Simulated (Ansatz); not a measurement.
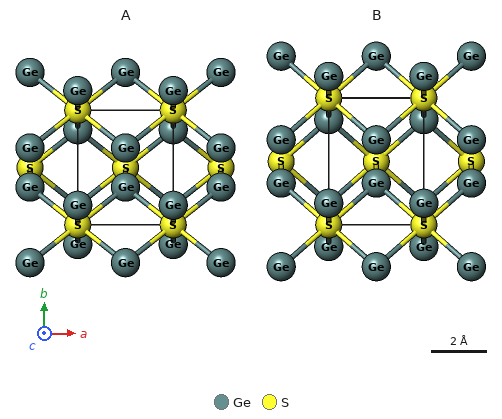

Two geometries of a crystal of Ge2S (built on the marcasite_58 type) (coarse preliminary run), drawn at one scale. One is the start of a relaxation, the other its converged end. Style: ball-and-stick. Shown: the cell of the calculation, along the c axis.

Level of theory: Ansatz 0.2.0, DFT PBE, scalar-relativistic, plane waves, PAW. Set-up: plane-wave cutoff 420 eV; k-point mesh 6 × 4 × 2; occupations gaussian; smearing width 0.1 eV; no spin polarisation; cell and atoms relaxed; force threshold 0.04 eV/Å; at most 70 steps.

Q: Which geometry has the lower energy?

A: Structure A is the relaxed one. Case: marcasite type (Pnnm, No. 58). After 3 accepted moves (5 points after the start) the energy has fallen by 0.206 eV per cell of the calculation. The largest force component goes from 0.21 to 0.0037 eV/Å. The pressure goes from −0.07 to −0.03 GPa. The line search rejected the trial step at point 3 of the run. At 1 point the geometry stayed and the basis and grid were re-selected for the new cell (energy shift of 0.8 meV per cell of the calculation at most each time). The largest moves relative to the cell, 0.029 Å, are those of Ge atoms. S stays in place. The volume changes by −2.1 %, with a 3.461 → 3.475 Å (+0.4 %), b 4.617 → 4.174 Å (−9.6 %), c 7.658 → 8.261 Å (+7.9 %). Near-neighbour distances that change, for instance: Ge–S 2.729 → 2.935 Å, Ge–S 2.606 → 2.561 Å. Bond angles that change, for instance: Ge–S–Ge 83.2° → 85.5°, Ge–S–Ge 96.8° → 94.5°, S–Ge–S 83.2° → 85.5°. The space group stays Pnnm (No. 58). The run took 84 s on 1 thread of Arm Neoverse N1, with other jobs on the host, peak memory 0.41 GiB.

Limits of the set-up: the k-point mesh is coarse for a cell with partly filled bands.
